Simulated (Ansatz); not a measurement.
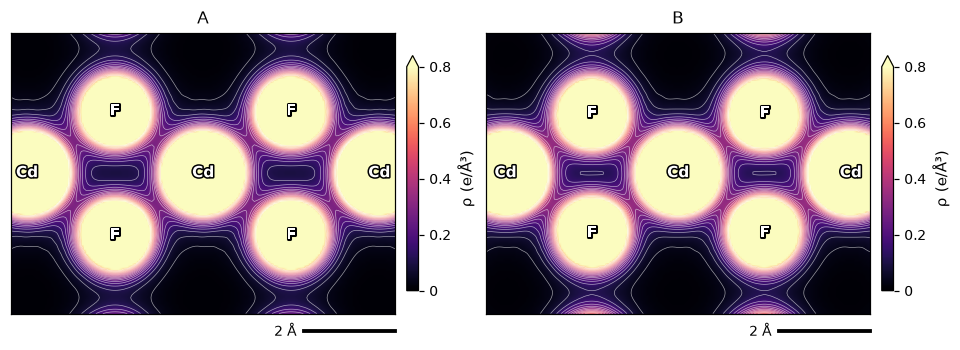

CdF2. The valence pseudo-density of two cells that differ in size and shape, on the (11̄0) plane of each (indices in the axes of the calculation cell), at one length scale and on one colour scale; one has 12.5 and the other 13.5 Å³ an atom.

All numbers below come from DFT PBEsol, scalar-relativistic, plane waves, PAW (Ansatz).

In a PAW calculation such maps are meaningful between the atoms, not at the nuclei.

The larger cell:

```
Cd F
1.0
     0.00000    2.72750    2.72750
     2.72750    0.00000    2.72750
     2.72750    2.72750    0.00000
Cd F
1 2
Direct
  0.00000 0.00000 0.00000
  0.25000 0.25000 0.25000
  0.75000 0.75000 0.75000
```

The smaller cell: a = 3.744 Å, b = 3.744 Å, c = 3.781 Å, α = 59.67°, β = 59.67°, γ = 60.66°.

Q: Which panel shows the smaller cell, and what does the compression change?

A: Panel B is the smaller cell, by 8 % in volume. From the larger cell to the smaller, Cd–F goes from 2.36 to 2.30 Å, and the density at its midpoint from 0.3 to 0.35 e/Å³; the pressure goes from −3.9 to 4.9 GPa; the Kohn–Sham gap goes from 2.8 eV to 3.1 eV.
